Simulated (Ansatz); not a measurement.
Input

```
crystal:
  lattice:
    - [2.5221, 0.0, 0.0]
    - [-1.26105, 2.1842026709, 0.0]
    - [0.0, 0.0, 4.1186]
  atoms:
    - { symbol: C, position: [0.6666666667, 0.3333333333, 0.9375] }
    - { symbol: C, position: [0.3333333333, 0.6666666667, 0.4375] }
    - { symbol: C, position: [0.6666666667, 0.3333333333, 0.5625] }
    - { symbol: C, position: [0.3333333333, 0.6666666667, 0.0625] }
hamiltonian:
  xc: pbe
  pseudopotentials: { kind: paw }
kpoints:
  mp_grid: { grid: [12, 12, 7] }
scf:
  occupations: { method: gaussian, width: 0.028 }
output:
  forces: true
  stress: true
  eigenvalues: true
  write_density: true
  write_potential: true
  elf: true
  volumetric_format: npy
```

Run with:

```sh
ansatz run input.yaml --threads 2 --pin off --max-ram 5632MiB --backend cpu --events-out ev --progress --plain --runs-dir out
```

Below, planes, directions and counts refer to the conventional cell (a = 2.52 Å, b = 2.52 Å, c = 4.12 Å, α = 90.00°, β = 90.00°, γ = 120.00°).

Space group P6₃/mmc; computed pressure about 3 GPa in this cell.

All numbers below come from Kohn-Sham DFT of a periodic cell, PBE, Ansatz PAW in Ansatz.

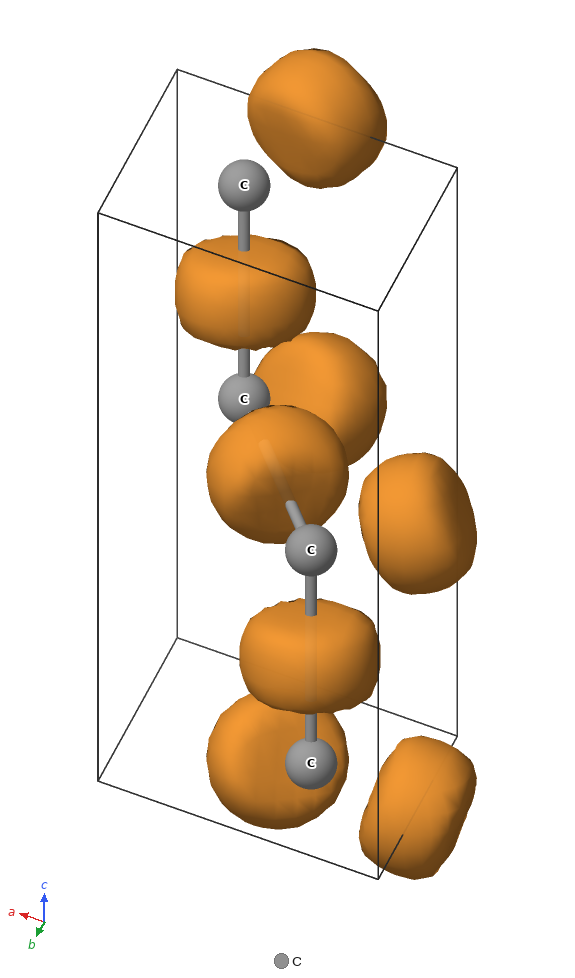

C. Isosurface of the ELF at 0.75 (orange), seen at an oblique angle. Core shells and regions of very low density are left out. Sticks mark near contacts.

In a PAW calculation such maps are meaningful between the atoms, not at the nuclei.

Describe the localisation domains.

The ELF exceeds this value in eight regions between bonded C–C atoms (shared pairs), counted in one cell of 4 atoms. Any copies at cell faces, edges or corners count once. Along the contacts the grid gives the following. C–C (1.54 Å): the ELF peaks at about 0.95 between the atoms: localised, covalent bonding.
